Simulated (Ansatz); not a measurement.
## SnO₂: geometry relaxation (part 1 of 2)

System: SnO₂ (6 atoms in the cell).
Method: DFT PBE, scalar-relativistic, plane waves, PAW, no spin polarisation (Ansatz 0.2.0).

The structure derives from a Materials Project entry. Figures and captions count atoms from 1; the log counts them from 0 in places.

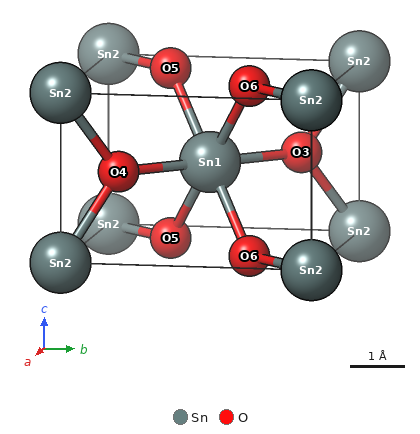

**Figure 1.** The structure as given in the input (ball-and-stick view of the cell of the calculation, seen slightly off an axis; atoms are numbered from 1 in the order of the input). Near neighbours in the crystal (not all of them lie inside the picture): Sn has 6 O at 2.06 to 2.07 Å; O has 3 Sn at 2.06 to 2.07 Å.

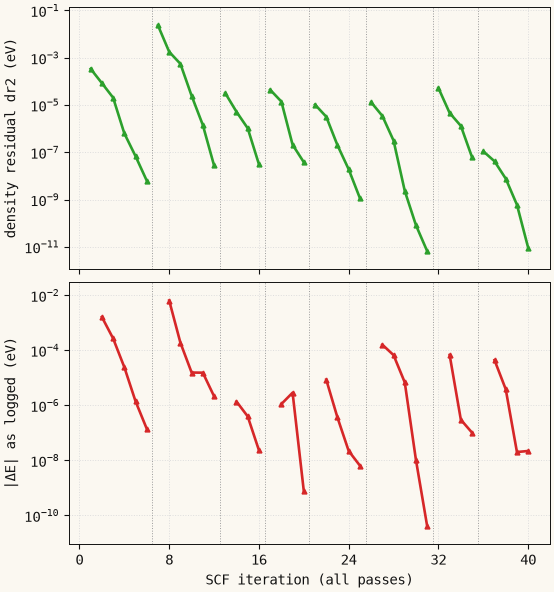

**Figure 2.** Convergence of the self-consistent field: density residual dr2 and size of the energy change against the SCF iteration. The dotted lines part the SCF passes of the relaxation: geometry steps, rejected trials and re-solves on a re-selected basis. The 8 passes take 4 to 6 iterations each, 40 in all.

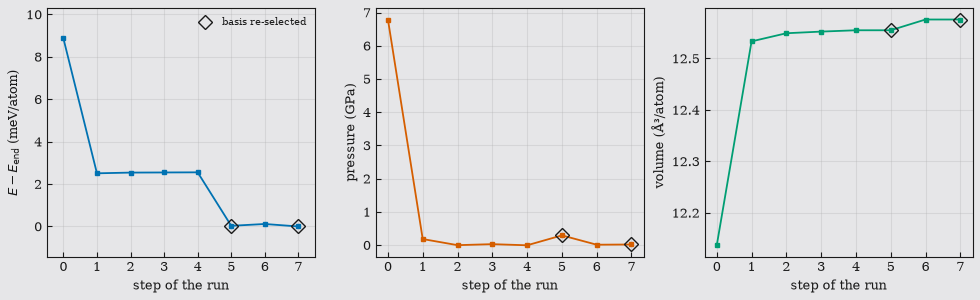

**Figure 3.** Progress of the relaxation, step by step (the first geometry is step 0 here and step 1 in the log).

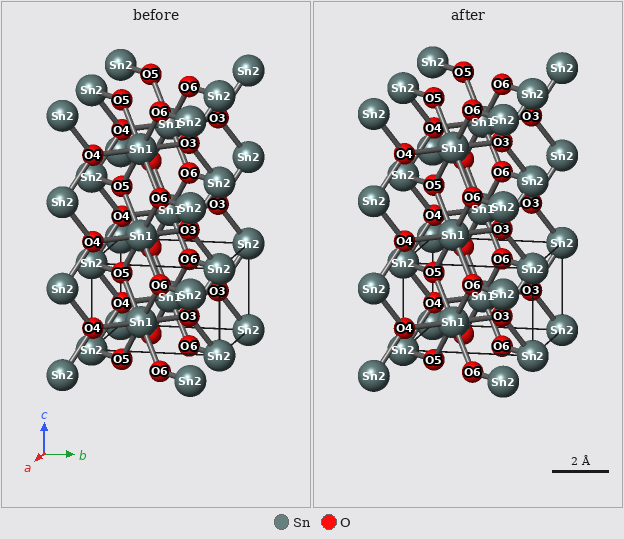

**Figure 4.** Before (left) and after (right) the relaxation, at one scale (ball-and-stick view of the cell of the calculation, repeated 2 × 1 × 3, seen slightly off an axis). The largest moves relative to the cell, 0.004 Å, are those of O3, O4, O5 and O6. Sn stays in place. The volume changes by +3.6 %, with a = b 4.765 → 4.827 Å (+1.3 %), c 3.208 → 3.238 Å (+1.0 %). Among the contacts that change: Sn1–O3 2.062 → 2.093 Å, Sn1–O5 2.069 → 2.089 Å. The space group stays P4_2/mnm (No. 136). The energy falls by 8.8 meV per atom in 5 geometry steps. The largest force component goes from 0.018 to under 0.0001 eV/Å. Pressure: 6.79 GPa at the start and 0.02 GPa at the end. The basis was re-selected once at an unchanged geometry, which shifts the energy a little without any move. The energy change given includes the shifts at the re-selections in mid-walk, which come without any move. A last SCF at the same geometry on a re-selected plane-wave basis shifts the energy by −0.1 meV per atom. (Atoms are counted from 1 in the order of the input.)

The input and output of the run follow.

Input file:
```yaml
crystal:
  lattice:
    - [4.764818045, 0.0, 0.0]
    - [0.0, 4.764818045, 0.0]
    - [0.0, 0.0, 3.20749977]
  atoms:
    - { symbol: Sn, position: [0.5, 0.5, 0.5] }
    - { symbol: Sn, position: [0.0, 0.0, 0.0] }
    - { symbol: O, position: [0.1940277, 0.8059723, 0.5] }
    - { symbol: O, position: [0.8059723, 0.1940277, 0.5] }
    - { symbol: O, position: [0.3059723, 0.3059723, 0.0] }
    - { symbol: O, position: [0.6940277, 0.6940277, 0.0] }
basis:
  ecutwfc: 420
kpoints:
  mp_grid: { grid: [6, 6, 8] }
hamiltonian:
  xc: pbe
scf:
  occupations: { method: gaussian, width: 0.02 }
output:
  forces: true
  stress: true
  eigenvalues: true
relax:
  adjacent_minimum: "off"
  f_tol: 0.005
  max_steps: 80
  cell: { stress_tol: 0.05 }
```

Launch command:
```bash
ansatz run input.yaml --threads 8 --pin off --max-ram 16384MiB --backend cpu --events-out ev --progress --plain --runs-dir out
```

What the program printed:
```
Engine: ansatz 0.2.0, aarch64-unknown-linux-gnu
Pseudopotentials: kind: paw
Pseudopotential: Sn, paw, valence charge 14, recommended cutoff 420 eV (normal), Sn.paw.azcp
Pseudopotential: O, paw, valence charge 6, recommended cutoff 420 eV (normal), O.paw.azcp
Functional definition: PBE
  parameter kappa = 0.804
  parameter beta = 0.06672455060314922
  exchange = pbe_x(kappa = kappa, mu = beta*pi^2/3)
  correlation = pbe_c(beta = beta)
Crystal: 6 atoms, lattice volume = 72.821 Å³
Basis set: ecut = 420 eV, 1435 PW (Γ), exchange–correlation on 64×64×48 points (8 copies of the dense FFT grid, shifted against one another)
Bands: 32, of which v1, the nominal top of the filled ones, is band 26 counted from 1 (25 counted from 0)
Symmetry: 16 space group operations
Space group: P42/mnm (ITA 136), of the structure as read, at distance tolerance 4.2e-5 Å
k-points: 50 of 288
Non-local potential: Sn, projectors of the file, l = 0: 2, l = 1: 2, l = 2: 2, l = 3: 2
Non-local potential: O, projectors of the file, l = 0: 2, l = 1: 2, l = 2: 1
PAW form: soft (Blöchl's): semilocal exchange-correlation on the pseudo side does not see the compensation charge
PAW one-centre angular grid: Sn, 590 points (default); XC on 64 Gauss nodes
PAW one-centre angular grid: O, 110 points (default); XC on 64 Gauss nodes
Initial density: superposition of atomic densities (neutral atoms: chi_scale 0, normalization atom), corrected by the library's trained network
Initial wavefunctions: pseudopotential atomic-orbital guess
Functional: x = pbe(κ = 0.804, μ = 0.2195149727645171), c = pbe(β = 0.06672455060314922)
SCF iter   1: F=—  HF=-14317.914109 eV  |F-HF|=—  |Δ(HF+E_count)|=         —  Δρ=1.12e-3  dr2=3.39e-4  ethr=1.77e-3  ⟨swp⟩=6.3  Hψ=7100  notcnv=0
preconditioner: auto → Resta (q_TF=auto, 2.579 Å⁻¹)  ε∞=3.6  [insulator: Δε(μ)=1.049 eV  Ē_g=19.585 eV  σ=0.020 eV  W_gap=1.00  n_scr=18 (ndim 8)  ℏωp=31.4 eV  f_vac=0.030  D(μ)=0.00/eV (n_scr^D=0)  ε∞_Penn≈3.6]
SCF iter   2: F=—  HF=-14317.915731 eV  |F-HF|=—  |Δ(HF+E_count)|=   1.62e-3  Δρ=5.82e-4  dr2=8.44e-5  ethr=6.52e-7  ⟨swp⟩=2.6  Hψ=3535  notcnv=0  defer=39
SCF iter   3: F=—  HF=-14317.916001 eV  |F-HF|=—  |Δ(HF+E_count)|=   2.70e-4  Δρ=2.09e-4  dr2=2.05e-5  ethr=1.62e-7  ⟨swp⟩=2.8  Hψ=2948  notcnv=0  defer=39
SCF iter   4: F=—  HF=-14317.916026 eV  |F-HF|=—  |Δ(HF+E_count)|=   2.43e-5  Δρ=4.00e-5  dr2=6.33e-7  ethr=3.95e-8  ⟨swp⟩=2.0  Hψ=2122  notcnv=0  defer=39
iter 5 did not close the SCF: its close was put off for the readings that it lacked (scf_convergence_deferred on its scf_iter line)
SCF iter   5: F=-14317.916027 eV  HF=-14317.916027 eV  |F-HF|=1.30e-7  |Δ(HF+E_count)|=   1.40e-6  Δρ=1.23e-5  dr2=6.86e-8  ethr=1.22e-9  ⟨swp⟩=2.0  Hψ=2738  notcnv=0  defer=39
SCF iter   6: F=-14317.916027 eV  HF=-14317.916027 eV  |F-HF|=1.19e-8  |Δ(HF+E_count)|=   1.40e-7  Δρ=3.93e-6  dr2=6.31e-9  ethr=1.32e-10  ⟨swp⟩=6.6  Hψ=7047  notcnv=0
SCF 1 converged in 6 iterations: F = -14317.916027 eV  dr2 = 6.31e-9
  greatest PAW one-centre occupation: 0.996 electrons in one spin orbital (limit 2), on the Sn atom at site 0 (counted from 0), in its partial waves of l = 2
relax step   1: F+E_penalty+E_count = -14317.91602729 eV  Δ(F+E_penalty+E_count) = +0.000e0 eV  max|allowed force component| = 1.810e-2 eV/Å  Δτ_max = 0.0000 Å  P = +6.791 GPa  Ω = 72.821 Å³  (6 SCF iters, dr2 threshold 1.00e-7 eV, accepted)
Crystal: 6 atoms, lattice volume = 75.200 Å³
Basis set: ecut = 420 eV, 1463 PW (Γ), exchange–correlation on 64×64×48 points (8 copies of the dense FFT grid, shifted against one another)
Initial density: handed on by an earlier stage of this run
Initial wavefunctions: those handed on with the density
iter 1 solved again at ethr=4.58e-5 eV; its pass at ethr=3.10e-3 eV (dr2=2.38e-2 eV) is discarded
SCF iter   1: F=—  HF=-14317.960820 eV  |F-HF|=—  |Δ(HF+E_count)|=         —  Δρ=6.10e-3  dr2=2.33e-2  ethr=4.58e-5  ⟨swp⟩=1.9  Hψ=8285  notcnv=0
preconditioner: auto → Resta (q_TF=auto, 2.566 Å⁻¹)  ε∞=3.6  [insulator: Δε(μ)=0.673 eV  Ē_g=19.256 eV  σ=0.020 eV  W_gap=1.00  n_scr=18 (ndim 8)  ℏωp=30.9 eV  f_vac=0.041  D(μ)=0.00/eV (n_scr^D=0)  ε∞_Penn≈3.6]
SCF iter   2: F=—  HF=-14317.954384 eV  |F-HF|=—  |Δ(HF+E_count)|=   6.44e-3  Δρ=1.71e-3  dr2=1.78e-3  ethr=4.48e-5  ⟨swp⟩=2.0  Hψ=2479  notcnv=0
SCF iter   3: F=—  HF=-14317.954197 eV  |F-HF|=—  |Δ(HF+E_count)|=   1.88e-4  Δρ=8.38e-4  dr2=5.52e-4  ethr=3.42e-6  ⟨swp⟩=2.0  Hψ=2410  notcnv=0
SCF iter   4: F=—  HF=-14317.954212 eV  |F-HF|=—  |Δ(HF+E_count)|=   1.55e-5  Δρ=1.54e-4  dr2=2.45e-5  ethr=1.06e-6  ⟨swp⟩=2.4  Hψ=2920  notcnv=0
SCF iter   5: F=—  HF=-14317.954227 eV  |F-HF|=—  |Δ(HF+E_count)|=   1.53e-5  Δρ=4.84e-5  dr2=1.42e-6  ethr=4.71e-8  ⟨swp⟩=3.0  Hψ=2917  notcnv=0
SCF iter   6: F=-14317.954230 eV  HF=-14317.954230 eV  |F-HF|=4.95e-8  |Δ(HF+E_count)|=   2.13e-6  Δρ=6.30e-6  dr2=2.78e-8  ethr=1.15e-9  ⟨swp⟩=6.0  Hψ=6398  notcnv=0
SCF 2 converged in 6 iterations: F = -14317.954230 eV  dr2 = 2.78e-8
  greatest PAW one-centre occupation: 0.996 electrons in one spin orbital (limit 2), on the Sn atom at site 1 (counted from 0), in its partial waves of l = 2
relax step   2: F+E_penalty+E_count = -14317.95422963 eV  Δ(F+E_penalty+E_count) = -3.820e-2 eV  max|allowed force component| = 2.838e-2 eV/Å  Δτ_max = 0.0018 Å  P = +0.183 GPa  Ω = 75.200 Å³  energy of the carried Pulay correction = -1.216e-2 eV  (6 SCF iters, dr2 threshold 6.00e-7 eV, accepted)
Crystal: 6 atoms, lattice volume = 75.294 Å³
iter 1 solved again at ethr=5.39e-8 eV; its pass at ethr=3.10e-3 eV (dr2=2.80e-5 eV) is discarded
SCF iter   1: F=—  HF=-14317.954029 eV  |F-HF|=—  |Δ(HF+E_count)|=         —  Δρ=2.49e-4  dr2=3.17e-5  ethr=5.39e-8  ⟨swp⟩=2.8  Hψ=8133  notcnv=0
preconditioner: auto → Resta (q_TF=auto, 2.565 Å⁻¹)  ε∞=3.6  [insulator: Δε(μ)=0.690 eV  Ē_g=19.273 eV  σ=0.020 eV  W_gap=1.00  n_scr=18 (ndim 8)  ℏωp=30.9 eV  f_vac=0.036  D(μ)=0.00/eV (n_scr^D=0)  ε∞_Penn≈3.6]
SCF iter   2: F=—  HF=-14317.954028 eV  |F-HF|=—  |Δ(HF+E_count)|=   1.37e-6  Δρ=1.10e-4  dr2=5.17e-6  ethr=5.39e-8  ⟨swp⟩=2.0  Hψ=2170  notcnv=0
SCF iter   3: F=—  HF=-14317.954027 eV  |F-HF|=—  |Δ(HF+E_count)|=   3.94e-7  Δρ=4.32e-5  dr2=1.04e-6  ethr=9.94e-9  ⟨swp⟩=2.0  Hψ=2883  notcnv=0
SCF iter   4: F=-14317.954027 eV  HF=-14317.954027 eV  |F-HF|=2.50e-8  |Δ(HF+E_count)|=   2.32e-8  Δρ=6.88e-6  dr2=3.12e-8  ethr=5.11e-10  ⟨swp⟩=6.1  Hψ=6544  notcnv=0
SCF 3 converged in 4 iterations: F = -14317.954027 eV  dr2 = 3.12e-8
relax step   3: F+E_penalty+E_count = -14317.95402734 eV  Δ(F+E_penalty+E_count) = +2.023e-4 eV  max|allowed force component| = 1.721e-2 eV/Å  Δτ_max = 0.0009 Å  P = -0.001 GPa  Ω = 75.294 Å³  energy of the carried Pulay correction = -1.264e-2 eV  (4 SCF iters, dr2 threshold 2.66e-7 eV, accepted)
Crystal: 6 atoms, lattice volume = 75.314 Å³
iter 1 solved again at ethr=7.78e-8 eV; its pass at ethr=3.10e-3 eV (dr2=4.05e-5 eV) is discarded
SCF iter   1: F=—  HF=-14317.953990 eV  |F-HF|=—  |Δ(HF+E_count)|=         —  Δρ=3.52e-4  dr2=4.42e-5  ethr=7.78e-8  ⟨swp⟩=2.2  Hψ=7882  notcnv=0
preconditioner: auto → Resta (q_TF=auto, 2.565 Å⁻¹)  ε∞=3.6  [insulator: Δε(μ)=0.697 eV  Ē_g=19.273 eV  σ=0.020 eV  W_gap=1.00  n_scr=18 (ndim 8)  ℏωp=30.9 eV  f_vac=0.037  D(μ)=0.00/eV (n_scr^D=0)  ε∞_Penn≈3.6]
SCF iter   2: F=—  HF=-14317.953991 eV  |F-HF|=—  |Δ(HF+E_count)|=   1.11e-6  Δρ=1.90e-4  dr2=1.40e-5  ethr=7.78e-8  ⟨swp⟩=1.0  Hψ=1600  notcnv=0
SCF iter   3: F=—  HF=-14317.953989 eV  |F-HF|=—  |Δ(HF+E_count)|=   2.87e-6  Δρ=2.18e-5  dr2=2.09e-7  ethr=2.69e-8  ⟨swp⟩=2.0  Hψ=2200  notcnv=0
SCF iter   4: F=-14317.953989 eV  HF=-14317.953989 eV  |F-HF|=1.57e-8  |Δ(HF+E_count)|=  7.64e-10  Δρ=8.92e-6  dr2=3.80e-8  ethr=1.46e-10  ⟨swp⟩=6.1  Hψ=6889  notcnv=0
SCF 4 converged in 4 iterations: F = -14317.953989 eV  dr2 = 3.80e-8
relax step   4: F+E_penalty+E_count = -14317.95398855 eV  Δ(F+E_penalty+E_count) = +3.879e-5 eV  max|allowed force component| = 1.279e-2 eV/Å  Δτ_max = 0.0021 Å  P = +0.029 GPa  Ω = 75.314 Å³  energy of the carried Pulay correction = -1.273e-2 eV  (4 SCF iters, dr2 threshold 7.59e-8 eV, accepted)
Crystal: 6 atoms, lattice volume = 75.329 Å³
iter 1 solved again at ethr=1.84e-8 eV; its pass at ethr=3.10e-3 eV (dr2=9.59e-6 eV) is discarded
SCF iter   1: F=—  HF=-14317.953946 eV  |F-HF|=—  |Δ(HF+E_count)|=         —  Δρ=1.90e-4  dr2=1.04e-5  ethr=1.84e-8  ⟨swp⟩=3.0  Hψ=8435  notcnv=0
preconditioner: auto → Resta (q_TF=auto, 2.565 Å⁻¹)  ε∞=3.6  [insulator: Δε(μ)=0.696 eV  Ē_g=19.273 eV  σ=0.020 eV  W_gap=1.00  n_scr=18 (ndim 8)  ℏωp=30.9 eV  f_vac=0.037  D(μ)=0.00/eV (n_scr^D=0)  ε∞_Penn≈3.6]
SCF iter   2: F=—  HF=-14317.953954 eV  |F-HF|=—  |Δ(HF+E_count)|=   8.56e-6  Δρ=9.81e-5  dr2=3.20e-6  ethr=1.84e-8  ⟨swp⟩=1.0  Hψ=1600  notcnv=0
SCF iter   3: F=—  HF=-14317.953954 eV  |F-HF|=—  |Δ(HF+E_count)|=   3.60e-7  Δρ=1.81e-5  dr2=1.99e-7  ethr=6.16e-9  ⟨swp⟩=2.1  Hψ=2229  notcnv=0
SCF iter   4: F=—  HF=-14317.953954 eV  |F-HF|=—  |Δ(HF+E_count)|=   2.19e-8  Δρ=6.57e-6  dr2=1.91e-8  ethr=3.83e-10  ⟨swp⟩=2.0  Hψ=2302  notcnv=0
SCF iter   5: F=-14317.953954 eV  HF=-14317.953954 eV  |F-HF|=8.71e-10  |Δ(HF+E_count)|=   6.42e-9  Δρ=1.42e-6  dr2=1.15e-9  ethr=2.14e-11  ⟨swp⟩=5.0  Hψ=5416  notcnv=0
SCF 5 converged in 5 iterations: F = -14317.953954 eV  dr2 = 1.15e-9
relax step   5: F+E_penalty+E_count = -14317.95395411 eV  Δ(F+E_penalty+E_count) = +3.444e-5 eV  max|allowed force component| = 8.754e-4 eV/Å  Δτ_max = 0.0010 Å  P = -0.005 GPa  Ω = 75.329 Å³  energy of the carried Pulay correction = -1.281e-2 eV  (5 SCF iters, dr2 threshold 1.11e-8 eV, accepted)
Basis set: ecut = 420 eV, 1463 PW (Γ), exchange–correlation on 72×72×48 points (8 copies of the dense FFT grid, shifted against one another)
Initial wavefunctions: pseudopotential atomic-orbital guess (no wavefunctions were taken with the density)
iter 1 solved again at ethr=3.87e-8 eV; its pass at ethr=3.10e-3 eV (dr2=2.01e-5 eV) is discarded
```
